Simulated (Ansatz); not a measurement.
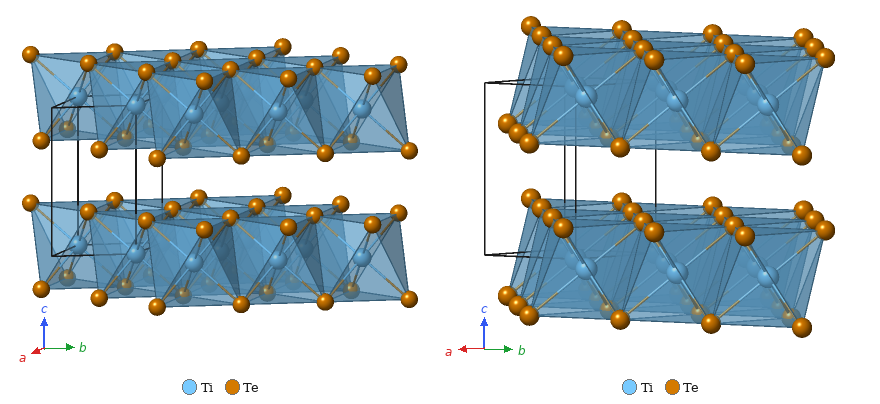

Polyhedra are drawn about Ti (bonds: Te–Ti below 3.1 Å); other atoms are plain spheres. Two views of the same piece.

TiTe₂ (space group P-3m1, No. 164). Coordinates: the geometry relaxed with DFT PBEsol, scalar-relativistic, plane waves, PAW (Ansatz).

> What figure surrounds each Ti atom, and what does it share with the other drawn polyhedra?

Ti: TiTe6 octahedron, sharing edges with six neighbours.

> What is the connectivity of the polyhedra: isolated, groups, chains, layers or framework?

They form layers of edge-sharing octahedra parallel to (001).

> How far apart are the centres of linked polyhedra?

Centre to centre across a shared edge: 3.70 Å.
